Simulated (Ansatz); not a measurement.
# Run report: ZrSe₂, single-point calculation

ZrSe₂ (P-3m1, 3 atoms in the cell), computed with DFT, PBE, plane waves, PAW, no spin polarisation (Ansatz 0.2.0).

The structure was built on a prototype by a generator; it need not be a known phase.

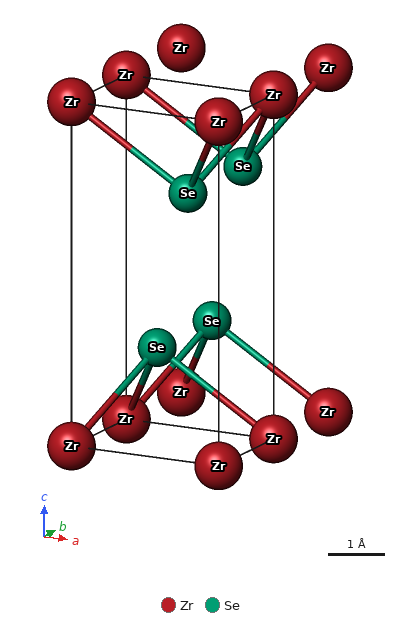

*The structure as given in the input (ball-and-stick view of the cell of the calculation, repeated 1 × 2 × 1, seen slightly off an axis). An atom can appear more than once, as a periodic image.*

Near neighbours in the periodic cell (some may lie outside the picture): Zr has 6 Se at 2.70 Å; Se has 3 Zr at 2.70 Å.

### Input
```yaml
crystal:
  lattice:
    - [3.773411074112, 2.857994922264e-11, 7.098757415102e-19]
    - [-1.886705537081, 3.267869849088, -1.419751483039e-18]
    - [1.145176903775e-18, -1.983504580993e-18, 6.272962281324]
  atoms:
    - { symbol: Zr, position: [-9.073244266851e-36, -9.724673896047e-36, 1.957702525385e-35] }
    - { symbol: Se, position: [0.3333333333333, 0.6666666666667, 0.2534160671809] }
    - { symbol: Se, position: [0.6666666666667, 0.3333333333333, 0.7465839328191] }
basis:
  ecutwfc: 420
  ecutrho_ratio: 4
kpoints:
  mp_grid: { grid: [8, 8, 4] }
hamiltonian:
  xc: pbe
scf:
  occupations: { method: gaussian, width: 0.05 }
  eigensolver: { kind: davidson }
output:
  forces: true
  stress: true
  write_density: true
  write_potential: true
  elf: true
  volumetric_format: npy
```

Machine: 4 threads of Arm Neoverse V2, 24 GiB of memory available, shared host.

Command:
```bash
ansatz run input.yaml --threads 4 --pin off --max-ram 8192MiB --backend cpu --events-out ev --progress --plain --runs-dir out
```

### What the program printed
```
Engine: ansatz 0.2.0, aarch64-unknown-linux-gnu
Pseudopotentials: kind: paw
Pseudopotential: Zr, paw, valence charge 12, recommended cutoff 420 eV (normal), Zr.paw.azcp
Pseudopotential: Se, paw, valence charge 16, recommended cutoff 420 eV (normal), Se.paw.azcp
Functional definition: PBE
  parameter kappa = 0.804
  parameter beta = 0.06672455060314922
  exchange = pbe_x(kappa = kappa, mu = beta*pi^2/3)
  correlation = pbe_c(beta = beta)
Crystal: 3 atoms, lattice volume = 77.352 Å³
Basis set: ecut = 420 eV, 1521 PW (Γ), exchange–correlation on 54×54×90 points (8 copies of the dense FFT grid, shifted against one another)
Bands: 27, of which v1, the nominal top of the filled ones, is band 22 counted from 1 (21 counted from 0)
Symmetry: 12 space group operations
Space group: P-3m1 (ITA 164), of the structure as read, at distance tolerance 4.3e-5 Å
k-points: 35 of 256
Non-local potential: Zr, projectors of the file, l = 0: 3, l = 1: 2, l = 2: 2, l = 3: 2
Non-local potential: Se, projectors of the file, l = 0: 2, l = 1: 2, l = 2: 3, l = 3: 1
PAW form: soft (Blöchl's): semilocal exchange-correlation on the pseudo side does not see the compensation charge
PAW one-centre angular grid: Zr, 590 points (default); XC on 64 Gauss nodes
PAW one-centre angular grid: Se, 590 points (default); XC on 64 Gauss nodes
Initial density: superposition of atomic densities (neutral atoms: chi_scale 0, normalization atom), corrected by the library's trained network
Initial wavefunctions: pseudopotential atomic-orbital guess
Functional: x = pbe(κ = 0.804, μ = 0.2195149727645171), c = pbe(β = 0.06672455060314922)
SCF iter   1: F=—  HF=-15126.047889 eV  |F-HF|=—  |Δ(HF+E_count)|=         —  Δρ=1.10e-3  dr2=7.57e-4  ethr=1.77e-3  ⟨swp⟩=5.7  Hψ=3583  notcnv=0
preconditioner: auto → Resta (q_TF=auto, 2.483 Å⁻¹)  ε∞=5.6  [insulator: Δε(μ)=0.277 eV  Ē_g=7.864 eV  σ=0.050 eV  W_gap=1.00  n_scr=22 (ndim 8)  ℏωp=16.9 eV  f_vac=0.063  D(μ)=0.00/eV (n_scr^D=0)  ε∞_Penn≈5.6]
SCF iter   2: F=—  HF=-15126.048762 eV  |F-HF|=—  |Δ(HF+E_count)|=   8.73e-4  Δρ=6.23e-4  dr2=1.96e-4  ethr=1.72e-6  ⟨swp⟩=4.5  Hψ=2736  notcnv=0
SCF iter   3: F=—  HF=-15126.048933 eV  |F-HF|=—  |Δ(HF+E_count)|=   1.71e-4  Δρ=1.57e-4  dr2=2.78e-5  ethr=4.45e-7  ⟨swp⟩=4.0  Hψ=2054  notcnv=0
SCF iter   4: F=—  HF=-15126.048944 eV  |F-HF|=—  |Δ(HF+E_count)|=   1.12e-5  Δρ=6.44e-5  dr2=3.07e-6  ethr=6.32e-8  ⟨swp⟩=3.1  Hψ=1886  notcnv=0
SCF iter   5: F=—  HF=-15126.048947 eV  |F-HF|=—  |Δ(HF+E_count)|=   2.69e-6  Δρ=2.01e-5  dr2=4.43e-7  ethr=6.98e-9  ⟨swp⟩=4.0  Hψ=2597  notcnv=0
SCF iter   6: F=-15126.048946 eV  HF=-15126.048946 eV  |F-HF|=2.16e-8  |Δ(HF+E_count)|=   4.63e-7  Δρ=8.20e-6  dr2=5.48e-8  ethr=1.01e-9  ⟨swp⟩=3.0  Hψ=2348  notcnv=0
the search or the solves at the SCF's close seem to have found levels that the self-consistency loop had missed (the run counts 1). By its estimate they hold under 1e-12 electrons; where the run keeps them, the occupations were computed again with them
SCF 1 converged in 6 iterations: F = -15126.048946 eV  dr2 = 5.48e-8
  Residual-converged pass: ⟨swp⟩=6.2  Hψ=4249  notcnv=0  max |occ|·‖R‖ = 9.4e-9 eV (tolerance 1.0e-8 eV)  dr2=5.76e-8  dr2_onsite=2.95e-8  max |Δocc| = 3.3e-13
  greatest PAW one-centre occupation: 1.000 electrons in one spin orbital (limit 2), on the Se atom at site 2 (counted from 0), in its partial waves of l = 2
SCF converged after 6 iterations
Free energy (F): -15126.048946 eV
Harris-Foulkes:  -15126.048946 eV  (|F-HF|=2.16e-8)
Internal energy: -15126.048946 eV  (E = F + TS)
E sigma→0 (E₀):  -15126.048946 eV
Entropy (-TS):   -0.000000 eV (-0.000 meV/atom)
Fermi energy:    8.850767 eV
--- Per-component energies (eV) ---
  E_band       = -897.503467
  E_kinetic    = 569.968350
  E_local      = -5869.447547  (includes V_loc(G=0)·N_el)
  E_nonlocal   = -1114.019025
  E_hartree    = 2772.478155
  E_xc         = -371.107692
  E_vxc        = -388.544594  (∫ρ·V_xc dr)
  E_paw        = -6775.314847  (= ΣΔE_a)
  E_vpaw       = 359.585217  (= ΣTr[D̂ρ^β])
  E_aug_tail   = -0.001177  (compensation charges beyond the density's cutoff)
  E_ewald      = -4338.605163
  E_smearing   = -0.000000  (= −TS)
  E_closure    = -0.000000  (closes the sum)
  Σ components = -15126.048946   (vs F -15126.048946, Δ=0.00e0)
--- Forces (eV/Å), atoms counted from 1 ---
  atom   1  Zr     0.00000000    -0.00000000     0.00000000
  atom   2  Se     0.00000000     0.00000000    -0.01376241
  atom   3  Se    -0.00000000    -0.00000000     0.01376241
  max |Σ_I F_I| component: 2.31e-18 eV/Å
--- Stress (GPa, compression-positive) ---
        1.062721      -0.000000       0.000000
       -0.000000       1.062721      -0.000000
       -0.000000      -0.000000       1.082277
  P = ⅓ Tr σ = 1.0692 GPa (10.692 kbar)
--- Band table (eV; the first three rows and the last of 35) ---
  k-point 0: bands = ["-40.7609", "-38.1886", "-38.1886", "-38.1884", "-38.1884", "-38.1840", "-38.1838", "-38.1802", "-38.1802", "-38.1802", "-38.1802", "-18.8041", "-18.6933", "-18.6933", "-4.4784", "-3.2829", "4.0124", "6.1409", "6.1409", "8.6393", "8.7196", "8.7196", "9.7989", "9.7989", "10.1567", "12.9315", "12.9315"]
  k-point 1: bands = ["-40.7609", "-38.1887", "-38.1887", "-38.1884", "-38.1884", "-38.1840", "-38.1838", "-38.1803", "-38.1803", "-38.1801", "-38.1801", "-18.8043", "-18.6933", "-18.6933", "-4.3698", "-3.4454", "4.4302", "6.1640", "6.1640", "7.6242", "8.6359", "8.6359", "9.7868", "9.7868", "10.4754", "13.1133", "13.1133"]
  k-point 2: bands = ["-40.7609", "-38.1887", "-38.1887", "-38.1884", "-38.1884", "-38.1839", "-38.1839", "-38.1803", "-38.1803", "-38.1801", "-38.1801", "-18.8044", "-18.6933", "-18.6933", "-4.2073", "-3.6598", "5.1086", "6.1880", "6.1880", "6.5801", "8.5548", "8.5548", "9.7742", "9.7742", "10.5964", "13.3046", "13.3046"]
  k-point 34: bands = ["-40.7491", "-38.1887", "-38.1886", "-38.1885", "-38.1857", "-38.1835", "-38.1835", "-38.1800", "-38.1799", "-38.1798", "-38.1797", "-18.8475", "-18.7951", "-18.7532", "-3.3730", "-3.2162", "4.7176", "5.0534", "5.7700", "6.2198", "6.5730", "6.9406", "10.2148", "11.0421", "11.0757", "13.1197", "13.9839"]
```

### File rho_z.tsv
```
# z_ang	rho[e/angstrom^3]
# format = ansatz-planar-average/11
# lattice	3.773411074	0.000000000	0.000000000
# lattice	-1.886705537	3.267869849	-0.000000000
# lattice	-0.000000000	0.000000000	6.272962281
# sites	3
# site	40	-0.000000000	-0.000000000	0.000000000
# site	34	-0.000000000	2.178579899	1.589669431
# site	34	1.886705537	1.089289950	4.683292850
0.000000	7.096764e-1
0.139399	7.018870e-1
0.278798	6.674576e-1
0.418197	5.926940e-1
0.557597	4.939247e-1
0.696996	4.080465e-1
0.836395	3.674098e-1
0.975794	3.988677e-1
1.115193	5.384131e-1
1.254592	8.344273e-1
1.393992	1.258667e0
1.533391	1.581569e0
1.672790	1.529175e0
1.812189	1.139576e0
1.951588	7.066259e-1
2.090987	4.156995e-1
2.230387	2.595438e-1
2.369786	1.770249e-1
2.509185	1.264726e-1
2.648584	8.994659e-2
2.787983	6.479787e-2
2.927382	4.941738e-2
3.066782	4.215258e-2
3.206181	4.215258e-2
3.345580	4.941738e-2
3.484979	6.479787e-2
3.624378	8.994659e-2
3.763777	1.264726e-1
3.903177	1.770249e-1
4.042576	2.595438e-1
4.181975	4.156995e-1
4.321374	7.066259e-1
4.460773	1.139576e0
4.600172	1.529175e0
4.739572	1.581569e0
4.878971	1.258667e0
5.018370	8.344273e-1
5.157769	5.384131e-1
5.297168	3.988677e-1
5.436567	3.674098e-1
5.575966	4.080465e-1
5.715366	4.939247e-1
5.854765	5.926940e-1
5.994164	6.674576e-1
6.133563	7.018870e-1
```

### File v_z.tsv
```
# z_ang	v_es[eV]	v_tot[eV]
# format = ansatz-planar-average/11
# xc	pbe
# density_cutoff_ev	1680
# datasets	Zr=:simpson_from_first_knot:soft	Se=:simpson_from_first_knot:soft
# lattice	3.773411074	0.000000000	0.000000000
# lattice	-1.886705537	3.267869849	-0.000000000
# lattice	-0.000000000	0.000000000	6.272962281
# sites	3
# site	40	-0.000000000	-0.000000000	0.000000000
# site	34	-0.000000000	2.178579899	1.589669431
# site	34	1.886705537	1.089289950	4.683292850
0.000000	-4.176663e0	-1.583134e1
0.139399	-3.740904e0	-1.537372e1
0.278798	-2.515359e0	-1.406310e1
0.418197	-7.339154e-1	-1.211755e1
0.557597	1.217423e0	-9.936785e0
0.696996	2.741271e0	-8.175336e0
0.836395	3.582629e0	-7.146893e0
0.975794	4.077569e0	-6.573891e0
1.115193	4.575778e0	-6.160624e0
1.254592	5.093499e0	-5.836478e0
1.393992	5.561517e0	-5.534651e0
1.533391	5.967162e0	-5.140789e0
1.672790	6.331893e0	-4.581307e0
1.812189	6.696093e0	-3.818317e0
1.951588	7.122380e0	-2.820920e0
2.090987	7.710983e0	-1.557957e0
2.230387	8.635775e0	7.418332e-2
2.369786	9.969063e0	2.127056e0
2.509185	1.139332e1	4.272541e0
2.648584	1.240916e1	5.969325e0
2.787983	1.298051e1	7.133032e0
2.927382	1.330726e1	7.889015e0
3.066782	1.345735e1	8.255879e0
3.206181	1.345735e1	8.255879e0
3.345580	1.330726e1	7.889015e0
3.484979	1.298051e1	7.133032e0
3.624378	1.240916e1	5.969325e0
3.763777	1.139332e1	4.272541e0
3.903177	9.969063e0	2.127056e0
4.042576	8.635775e0	7.418332e-2
4.181975	7.710983e0	-1.557957e0
4.321374	7.122380e0	-2.820920e0
4.460773	6.696093e0	-3.818317e0
4.600172	6.331893e0	-4.581307e0
4.739572	5.967162e0	-5.140789e0
4.878971	5.561517e0	-5.534651e0
5.018370	5.093499e0	-5.836478e0
5.157769	4.575778e0	-6.160624e0
5.297168	4.077569e0	-6.573891e0
5.436567	3.582629e0	-7.146893e0
5.575966	2.741271e0	-8.175336e0
5.715366	1.217423e0	-9.936785e0
5.854765	-7.339154e-1	-1.211755e1
5.994164	-2.515359e0	-1.406310e1
6.133563	-3.740904e0	-1.537372e1
```

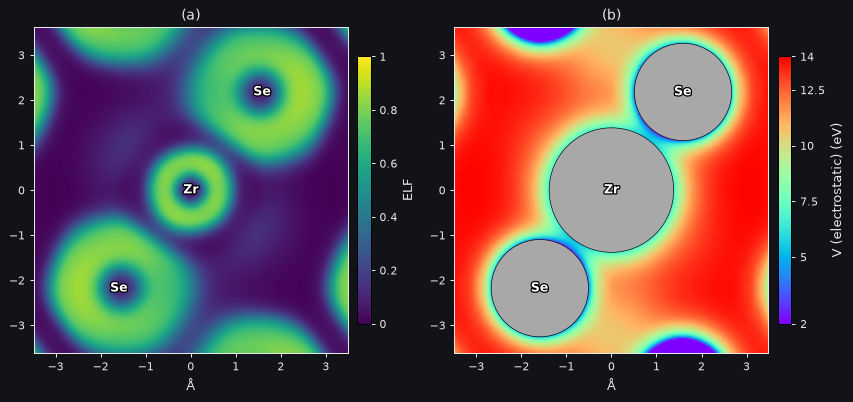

*(a) ELF; (b) electrostatic potential (local pseudopotential plus Hartree) felt by an electron on the (110) plane of the conventional cell. Grey discs, where drawn, cover atomic cores.*

Zr–Se (2.70 Å): the ELF is about 0.45 at the midpoint. The strong features right at Zr lie inside the PAW spheres (semicore, d or f shells) and say nothing about bonding. Outside the cores the potential energy rises away from the atoms and is highest about 2.6 Å from the nearest atoms; outside the discs it spans about 11 eV, and its zero is arbitrary. Core electrons are frozen (PAW), so the fields are smoothed inside the atomic spheres.

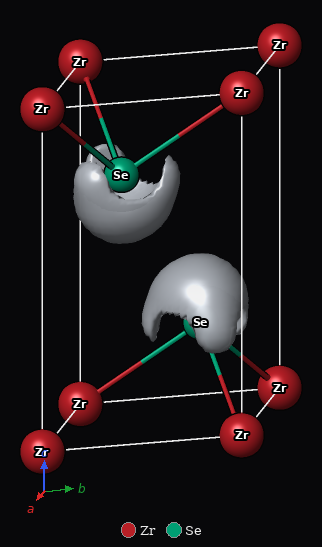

*Isosurface of the ELF at 0.8 (grey), seen slightly off an axis. Only the valence region is drawn (cores and ρ < 0.01 e/Å³ removed). Sticks mark near contacts. The outline is the cell set on symmetry axes.*

Profiles from the grid: Zr–Se (2.70 Å): the ELF is about 0.45 at the midpoint.

### Key numbers

- outcome: converged
- space group (tolerance 0.01 Å): P-3m1 (164)
- electrons treated: 44
- free energy: −15126.0489 eV
- Fermi energy: 8.851 eV
- pressure: 1.07 GPa
- largest force (length of the vector): 0.014 eV/Å
- wall time: 1.3 s (CPU time 4.8 s)
- peak memory: 0.4 GiB

Settings chosen away from the usual ones: scf.eigensolver.kind = "davidson".
